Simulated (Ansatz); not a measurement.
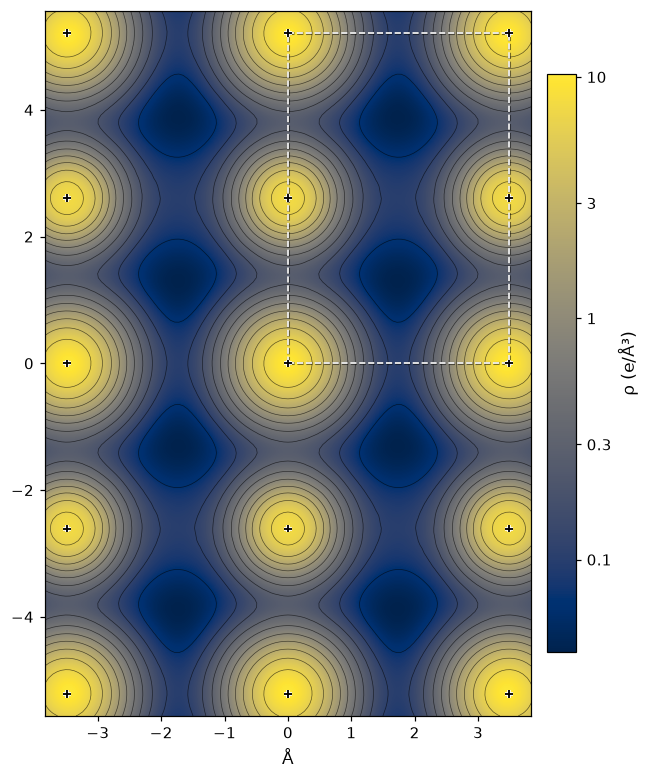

The valence pseudo-density on a plane through atoms (crosses mark nuclei in the plane).

These are results of Ansatz 0.2.0, DFT, PBE, plane waves, PAW, not measurements.

Candidates:
A. SnO, a = 3.27 Å, b = 3.27 Å, c = 3.01 Å, α = 90.00°, β = 90.00°, γ = 90.00°. Space group P4/mmm; started from the CsCl prototype, which need not be the ambient phase; changed on purpose from its base cell (epitaxial xy strain +5.4%); computed pressure about −4 GPa in this cell.
B. GaAs, a = 5.67 Å, b = 5.67 Å, c = 5.67 Å, α = 90.00°, β = 90.00°, γ = 90.00°. Space group F-43m; started from the zincblende prototype, which need not be the ambient phase; computed pressure about 3 GPa in this cell.
C. PbO, a = 3.49 Å, b = 3.49 Å, c = 5.21 Å, α = 90.00°, β = 90.00°, γ = 90.00°. Space group I4/mmm; started from the rocksalt prototype, which need not be the ambient phase; changed on purpose from its base cell (biaxial xy strain -5.4%); computed pressure about 17 GPa in this cell.

Question: Which candidate gave the map?

Answer: Candidate C: PbO on the (100) plane of the conventional cell, which holds Pb and O. Pb–O (2.61 Å): ρ at the midpoint is about 0.27 e/Å³.
